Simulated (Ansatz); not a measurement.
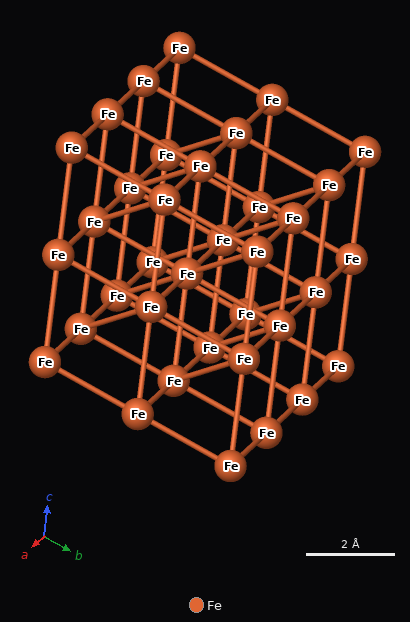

The structure as given in the input (ball-and-stick view of the reduced cell, repeated 3 × 2 × 2, seen slightly off an axis). Near neighbours in the crystal (not all of them lie inside the picture): Fe has 8 Fe at 2.45 to 2.47 Å.

Band-structure calculation, with input and output: Fe

- system: Fe (Fmmm, 1 atom in the cell)
- method: DFT, PBE, PAW with Ansatz's default frozen-core files, scalar-relativistic, spin-polarised (Ansatz 0.2.0)

The structure derives from a Materials Project entry. It belongs to a series of runs on one base structure; here: PAW files in place of LAPW. Figures and captions count atoms from 1; the log counts them from 0 in places.

### Input file
```yaml
crystal:
  lattice:
    - [0.0, 1.9417396906, 1.9651051623]
    - [1.4984397099, 0.0, 1.9651051623]
    - [1.4984397099, 1.9417396906, 0.0]
  atoms:
    - { symbol: Fe, position: [0.0, 0.0, 0.0], spin: 3.0 }
magnetization:
  spin_polarized: true
kpoints:
  mp_grid: { grid: [16, 16, 16] }
  band_path:
    path:
      - [0.0, 0.0, 0.0]
      - [0.5, 0.0, 0.5]
      - [0.5, 0.246480624, 0.746480624]
      - [0.5, 0.753519376, 0.253519376]
      - [0.5, 0.5, 0.0]
      - [0.9257107586, 0.5, 0.4257107586]
      - [0.0742892414, 0.5, 0.5742892414]
      - [0.0, 0.5, 0.5]
      - [0.076087883, 0.576087883, 0.5]
    npoints: 14
scf:
  occupations: { method: fermi_dirac, width: 0.05 }
hamiltonian:
  xc: pbe
  pseudopotentials: { kind: paw }
output:
  forces: true
  stress: true
  eigenvalues: true
  efg: { contact_densities: true }
  populations: true
  bader: true
  dos: { projected: true, de: 0.2, e_range: [-14, 8] }
  write_density: true
  write_potential: true
  elf: true
  volumetric_format: npy
```

Machine: 1 thread of Arm Neoverse V1, 24 GiB of memory available, shared host.

Launch command:
```bash
ansatz run input.yaml --threads 1 --pin off --max-ram 3072MiB --backend cpu --events-out ev --progress --plain --runs-dir out
```

### What the program printed
```
Engine: ansatz 0.2.0, aarch64-unknown-linux-gnu
Pseudopotentials: kind: paw
Pseudopotential: Fe, paw, valence charge 16, recommended cutoff 420 eV (normal), Fe.paw.azcp
Functional definition: PBE
  parameter kappa = 0.804
  parameter beta = 0.06672455060314922
  exchange = pbe_x(kappa = kappa, mu = beta*pi^2/3)
  correlation = pbe_c(beta = beta)
Crystal: 1 atoms, lattice volume = 11.435 Å³
Basis set: ecut = 420 eV, 221 PW (Γ), exchange–correlation on 40×36×36 points (8 copies of the dense FFT grid, shifted against one another)
Bands: 14, of which v1, the nominal top of the filled ones, is band 8 counted from 1 (7 counted from 0)
Symmetry: 8 space group operations
Space group: Fmmm (ITA 69), of the structure as read, at distance tolerance 2.3e-5 Å
Magnetic group: BNS 69.521 (UNI 619), of the structure as read, at distance tolerance 2.3e-5 Å
k-points: 621 of 4096
Non-local potential: Fe, projectors of the file, l = 0: 3, l = 1: 2, l = 2: 3, l = 3: 1
PAW form: soft (Blöchl's): semilocal exchange-correlation on the pseudo side does not see the compensation charge
PAW one-centre angular grid: Fe, 590 points (default); XC on 64 Gauss nodes
Initial density: superposition of atomic densities (chi_scale 0.1, normalization cell)
Starting moments: Σ|m| = 3 μB on 1 of 1 site
Initial wavefunctions: pseudopotential atomic-orbital guess
Functional: x = pbe(κ = 0.804, μ = 0.2195149727645171), c = pbe(β = 0.06672455060314922)
SCF iter   1: F=—  HF=-4480.613983 eV  |F-HF|=—  |Δ(HF+E_count)|=         —  Δρ=1.36e-1 (↑1.36e-1 ↓4.86e-2)  dr2=1.62e0  dr2_m=5.36e-1  M=2.123 μB ∫|m|=2.155 μB  β_m=0.30  ethr=3.10e-3  ⟨swp⟩=4.9  Hψ=83780  notcnv=0
Mixer restart at iter 1: flushing history
preconditioner: auto → none  [metal: Δε(μ)=0.004 eV  Ē_g=14.391 eV  σ=0.050 eV  W_gap=0.02  n_scr=0 (ndim 8)  ℏωp=31.1 eV  f_vac=0.000  D(μ)=1.13/eV (n_scr^D=14)]
SCF iter   2: F=—  HF=-4479.866823 eV  |F-HF|=—  |Δ(HF+E_count)|=   7.47e-1  Δρ=3.14e-2 (↑2.18e-2 ↓3.14e-2)  dr2=4.57e-2  dr2_m=5.25e-2  M=2.314 μB ∫|m|=2.374 μB  β_m=0.30  ethr=3.10e-3  ⟨swp⟩=3.2  Hψ=43544  notcnv=0  defer=1201
SCF iter   3: F=—  HF=-4480.108110 eV  |F-HF|=—  |Δ(HF+E_count)|=   2.41e-1  Δρ=2.40e-2 (↑1.87e-2 ↓2.40e-2)  dr2=3.20e-3  dr2_m=4.57e-2  M=2.261 μB ∫|m|=2.331 μB  β_m=0.59  ethr=2.86e-4  ⟨swp⟩=3.2  Hψ=36625  notcnv=0  defer=1223
SCF iter   4: F=—  HF=-4480.440909 eV  |F-HF|=—  |Δ(HF+E_count)|=   3.33e-1  Δρ=5.51e-3 (↑4.89e-3 ↓5.51e-3)  dr2=5.73e-3  dr2_m=1.10e-3  M=2.222 μB ∫|m|=2.325 μB  β_m=0.73  ethr=2.00e-5  ⟨swp⟩=2.7  Hψ=36879  notcnv=0  defer=1223
SCF iter   5: F=—  HF=-4480.467249 eV  |F-HF|=—  |Δ(HF+E_count)|=   2.63e-2  Δρ=3.36e-3 (↑3.36e-3 ↓2.00e-3)  dr2=2.24e-3  dr2_m=8.22e-5  M=2.211 μB ∫|m|=2.324 μB  β_m=0.79  ethr=2.00e-5  ⟨swp⟩=2.2  Hψ=33851  notcnv=0  defer=1233
SCF iter   6: F=—  HF=-4480.468711 eV  |F-HF|=—  |Δ(HF+E_count)|=   1.46e-3  Δρ=1.84e-4 (↑1.59e-4 ↓1.84e-4)  dr2=4.93e-7  dr2_m=2.71e-6  M=2.202 μB ∫|m|=2.318 μB  β_m=0.89  ethr=1.40e-5  ⟨swp⟩=2.3  Hψ=28940  notcnv=0  defer=1242
SCF iter   7: F=—  HF=-4480.468716 eV  |F-HF|=—  |Δ(HF+E_count)|=   4.79e-6  Δρ=2.45e-5 (↑2.43e-5 ↓2.45e-5)  dr2=4.97e-8  dr2_m=4.23e-8  M=2.202 μB ∫|m|=2.318 μB  β_m=0.95  ethr=3.08e-9  ⟨swp⟩=2.2  Hψ=28101  notcnv=0  defer=1240
SCF iter   8: F=—  HF=-4480.468716 eV  |F-HF|=—  |Δ(HF+E_count)|=   1.82e-7  Δρ=6.25e-6 (↑2.13e-6 ↓6.25e-6)  dr2=1.65e-9  dr2_m=1.34e-9  M=2.202 μB ∫|m|=2.318 μB  β_m=0.97  ethr=3.11e-10  ⟨swp⟩=2.3  Hψ=24339  notcnv=0  defer=1240
SCF iter   9: F=-4480.468716 eV  HF=-4480.468716 eV  |F-HF|=6.14e-10  |Δ(HF+E_count)|=  6.38e-10  Δρ=2.54e-6 (↑2.54e-6 ↓9.51e-7)  dr2=7.04e-10  dr2_m=1.12e-10  M=2.202 μB ∫|m|=2.318 μB  ethr=1.03e-11  ⟨swp⟩=7.4  Hψ=91633  notcnv=0
SCF 1 converged in 9 iterations: F = -4480.468716 eV  dr2 = 7.04e-10
  greatest PAW one-centre occupation: 1.001 electrons in one spin orbital (limit 2), on the Fe atom at site 0 (counted from 0), in its partial waves of l = 1
```

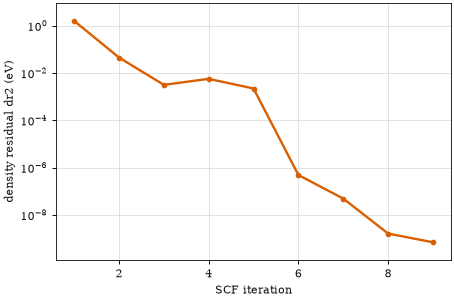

Convergence of the self-consistent field: density residual dr2 against the SCF iteration. The residual falls almost steadily, with no more than small rises.

```
NSCF: frozen V_eff on 113 k-points
SCF converged after 9 iterations
Magnetization: 2.2015 μB (9.1008 up, 6.8992 down)
Absolute magnetization: 2.3178 μB (∫|ρ↑−ρ↓|, with the PAW one-centre terms)
Spin contamination: 0.0377 ħ² per cell (⟨S²⟩ above its minimum at these occupations)
Per-site moments (μB) at R_I (Å): [(2.247560970103643, 1.011733477502028)]
Free energy (F): -4480.468716 eV
Harris-Foulkes:  -4480.468716 eV  (|F-HF|=6.14e-10)
Internal energy: -4480.459451 eV  (E = F + TS)
E sigma→0 (E₀):  -4480.464084 eV
Entropy (-TS):   -0.009265 eV (-9.265 meV/atom)
Fermi energy:    18.406608 eV
--- Per-component energies (eV) ---
  E_band       = -213.731805
  E_kinetic    = 350.320820
  E_local      = -2072.563231  (includes V_loc(G=0)·N_el)
  E_nonlocal   = 218.546752
  E_hartree    = 870.290301
  E_xc         = -117.858490
  E_vxc        = -151.763580  (∫ρ·V_xc dr)
  E_paw        = -1366.311596  (= ΣΔE_a)
  E_vpaw       = -298.852612  (= ΣTr[D̂ρ^β])
  E_aug_tail   = 0.000971  (compensation charges beyond the density's cutoff)
  E_ewald      = -2362.884979
  E_smearing   = -0.009265  (= −TS)
  E_closure    = 0.000000  (closes the sum)
  Σ components = -4480.468716   (vs F -4480.468716, Δ=0.00e0)
--- Forces (eV/Å), atoms counted from 1 ---
  atom   1  Fe     0.00000000     0.00000000    -0.00000000
  max |Σ_I F_I| component: 1.36e-31 eV/Å
--- Stress (GPa, compression-positive) ---
       -5.839510       0.000000       0.000000
        0.000000       3.163779      -0.000000
        0.000000      -0.000000       1.387310
  P = ⅓ Tr σ = -0.4295 GPa (-4.295 kbar)
--- PAW observables at the nuclei: V_zz in 10²¹ V/m², potentials from the cell's mean, atoms counted from 1 ---
  atom   1  Fe V_zz =    +0.701671   η = 0.3333   by run symmetry: allowed
            electrostatic potential = -3212.877690 V   contact ρ = 100579.105307 e/Å³   contact ρ_s (e/Å³): all electrons -3.761939, valence +1.781949
--- Band table (eV; the first three rows and the last of 1242) ---
  k-point 0 ↑: bands = ["-69.6876", "-35.4934", "-35.4838", "-35.4836", "9.8920", "15.9547", "16.0441", "16.3686", "17.0689", "17.4573", "41.6228", "43.1059", "43.3646", "47.6536"]
  k-point 1 ↑: bands = ["-69.6847", "-35.5037", "-35.4930", "-35.4845", "10.0501", "15.9657", "16.0530", "16.3909", "17.0439", "17.4380", "41.1128", "42.5825", "43.1683", "47.1133"]
  k-point 2 ↑: bands = ["-69.6765", "-35.5471", "-35.5071", "-35.4850", "10.5118", "15.9528", "16.0170", "16.5490", "16.9892", "17.3991", "39.1471", "41.7553", "42.9283", "46.2205"]
  k-point 620 ↓: bands = ["-66.9471", "-33.2940", "-33.0406", "-32.8938", "14.7618", "16.2631", "19.3033", "20.3743", "20.5193", "21.0342", "27.5015", "35.5772", "37.3760", "41.2017"]
--- Löwdin populations: 1 site ---
  site symbol       q [e]    m [muB]
     0     Fe     15.7778     2.2718
  spilling = 0.013890 (of n_electrons = 16.000000)
--- Bader charges: 1 site ---
  site symbol  charge [e]  shift [e]    m [muB]
     0     Fe      0.0000     0.0000     2.2015
  estimated error of the sums over rays = 4.4e-7 e
```

### File bader_charges.tsv
```
# site	symbol	x_ang	y_ang	z_ang	partial_charge_e	electrons	volume_ang3	relative_density_drop	shared_charge_e	partial_wave_shift_e	spin_moment_mub
# quadrature_error_electrons = 4.4e-7
0	Fe	0.0000	0.0000	0.0000	0.00000	26.00000	11.44	-	0.00000	0.00000	2.20151
```

### File populations.tsv
```
# site	symbol	l	j	q_up	q_dn
# orbitals = lowdin
# n_electrons = 16.000000
# spilling = 0.013890
0	Fe	0_3S	-	0.992768	0.993075
0	Fe	0_4S	-	0.434452	0.482947
0	Fe	1_3P	-	2.998308	2.997982
0	Fe	2_3D	-	4.599266	2.278961
```

### File rho_z.tsv
```
# z_ang	rho[e/angstrom^3]	rho_spin[e/angstrom^3]
# format = ansatz-planar-average/11
# lattice	0.000000000	1.941739691	1.965105162
# lattice	1.498439710	0.000000000	1.965105162
# lattice	1.498439710	1.941739691	0.000000000
# sites	1
# site	26	0.000000000	0.000000000	0.000000000
0.000000	3.418730e0	5.206881e-1
0.136260	3.176293e0	4.841390e-1
0.272521	2.564513e0	3.897721e-1
0.408781	1.836404e0	2.736076e-1
0.545042	1.205609e0	1.694109e-1
0.681302	7.608005e-1	9.269148e-2
0.817562	4.974791e-1	4.371095e-2
0.953823	3.693295e-1	1.635387e-2
1.090083	3.193489e-1	3.098861e-3
1.226344	3.069761e-1	-9.101589e-4
1.362604	3.193489e-1	3.098861e-3
1.498864	3.693295e-1	1.635387e-2
1.635125	4.974791e-1	4.371095e-2
1.771385	7.608005e-1	9.269148e-2
1.907646	1.205609e0	1.694109e-1
2.043906	1.836404e0	2.736076e-1
2.180166	2.564513e0	3.897721e-1
2.316427	3.176293e0	4.841390e-1
```

### File v_z.tsv
```
# z_ang	v_es[eV]	v_tot_up[eV]	v_tot_dn[eV]
# format = ansatz-planar-average/11
# xc	pbe
# density_cutoff_ev	1680
# datasets	Fe=:simpson_from_first_knot:soft
# lattice	0.000000000	1.941739691	1.965105162
# lattice	1.498439710	0.000000000	1.965105162
# lattice	1.498439710	1.941739691	0.000000000
# sites	1
# site	26	0.000000000	0.000000000	0.000000000
0.000000	3.487999e-2	-1.545340e1	-1.499055e1
0.136260	4.833436e-1	-1.485792e1	-1.438778e1
0.272521	1.804523e0	-1.311549e1	-1.262622e1
0.408781	3.923009e0	-1.035379e1	-9.851356e0
0.545042	6.680535e0	-6.805237e0	-6.329774e0
0.681302	9.796115e0	-2.833406e0	-2.460267e0
0.817562	1.285535e1	1.054668e0	1.231425e0
0.953823	1.538198e1	4.258543e0	4.177893e0
1.090083	1.696992e1	6.262003e0	5.958827e0
1.226344	1.748272e1	6.907711e0	6.517076e0
1.362604	1.696992e1	6.262003e0	5.958827e0
1.498864	1.538198e1	4.258543e0	4.177893e0
1.635125	1.285535e1	1.054668e0	1.231425e0
1.771385	9.796115e0	-2.833406e0	-2.460267e0
1.907646	6.680535e0	-6.805237e0	-6.329774e0
2.043906	3.923009e0	-1.035379e1	-9.851356e0
2.180166	1.804523e0	-1.311549e1	-1.262622e1
2.316427	4.833436e-1	-1.485792e1	-1.438778e1
```

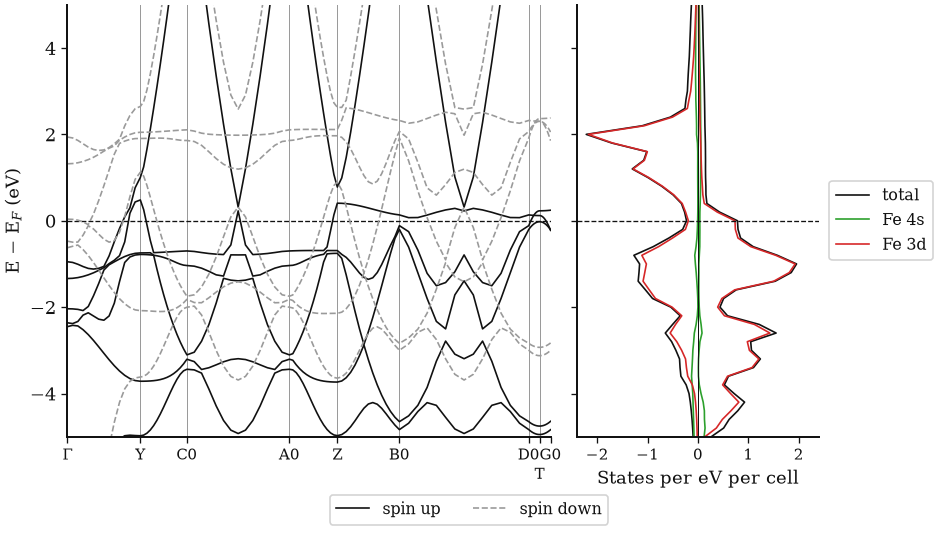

Band structure along Γ–Y–C0–A0–Z–B0–D0–T–G0 and density of states (projected on Löwdin-orthogonalised atomic shells), with energies from the Fermi level. Bands cross the Fermi level: a metal at this level of theory.

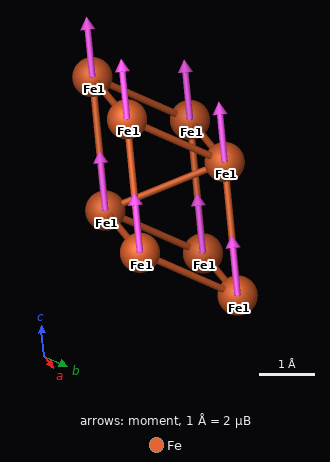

Magnetic moments of the sites as pink arrows (ball-and-stick view of the reduced cell, seen slightly off an axis; atoms are numbered from 1 in the order of the input); small moments hardly show. The run is collinear, so the axis drawn is arbitrary. Site moments: Fe1 (2.25 μB). They are counted near the atoms and needn't add up to the moment of the cell.

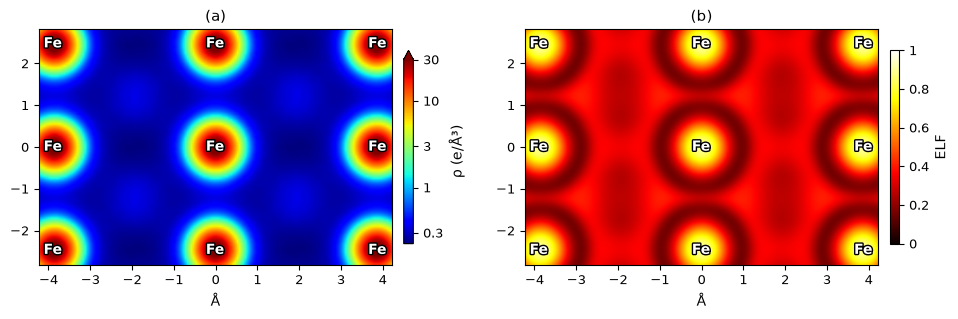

(a) valence electron density; (b) ELF on the (101) plane of the conventional cell. Fe–Fe (2.47 Å): the density is about 0.35 e/Å³ at the midpoint; the ELF is about 0.25 at the midpoint; no shared electron pair. Away from the nuclei the density in this plane falls to 0.23 e/Å³ at its lowest. The strong features right at Fe lie inside the PAW spheres (semicore, d or f shells) and say nothing about bonding. Core electrons are frozen (PAW), so the fields are smoothed inside the atomic spheres.

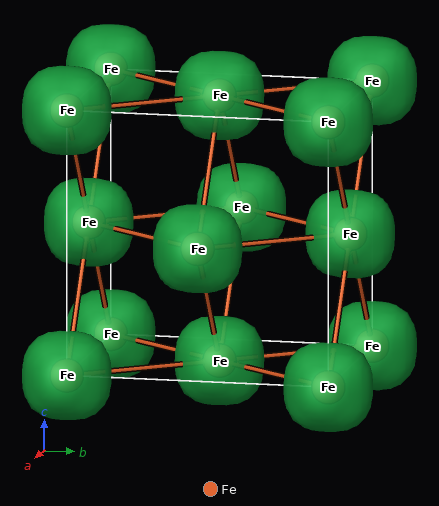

Isosurfaces of the spin density (up minus down) at +0.5 (green) and −0.5 e/Å³ (red), seen slightly off an axis. Sticks mark near contacts. The outline is the cell set on symmetry axes. The cell of the calculation (1 atoms) carries 2.2 μB net. Only one sign reaches the isovalue.

### Results in brief

- outcome: converged
- space group (tolerance 0.01 Å): Fmmm (69)
- electrons treated: 16
- free energy: −4480.4687 eV
- Fermi energy: 18.407 eV
- net moment of the cell: 2.20 μB
- integrated absolute moment: 2.32 μB
- pressure: −0.43 GPa
- field gradient V_zz (10²¹ V/m²): Fe 0.70
- electronic character: metal
- largest force (length of the vector): under 0.001 eV/Å
- wall time: 38 s
- peak memory: 0.48 GiB
